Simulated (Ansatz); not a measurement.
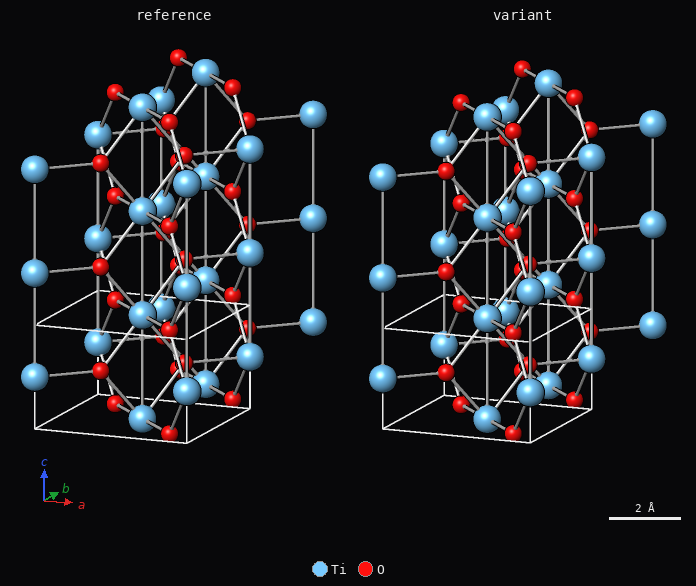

Left: solid TiO2 (set up in P4_2/mnm). Right: the same structure after one change, at the same scale. Style: ball-and-stick. Shown: the cell of the calculation, repeated 1 × 2 × 3 with one cell outlined, slightly off an axis.

These are results of DFT PBE+U, scalar-relativistic, plane waves, PAW in Ansatz 0.2.0, not measurements. Set-up: plane-wave cutoff 420 eV; k-point mesh 6 × 6 × 10; occupations gaussian; smearing width 0.02 eV; U Ti 4.0 eV; no spin polarisation.

> What was changed?

Equal strain along all axes, −3.0 %, is applied. The cell is then held and the atoms relaxed.

> What does the change do?

The energy rises by 64.4 meV per atom. Pressure: 0.0 GPa before, 23.8 GPa after. The principal stresses (compression positive) are 27.1 GPa along c and 22.1 GPa across it. The gap on the k-mesh goes from 2.26 to 2.41 eV. The drawn cell changes as follows: a = b 4.640 → 4.501 Å (−3.0 %), c 3.006 → 2.916 Å (−3.0 %); the volume changes by −8.7 %. The largest moves relative to the cell, 0.018 Å, are those of O atoms. Ti stays in place. Some distances before and after: Ti–Ti 3.006 → 2.916 Å, O–Ti 2.006 → 1.928 Å, O–Ti 1.971 → 1.924 Å. The space group stays P4_2/mnm (No. 136).
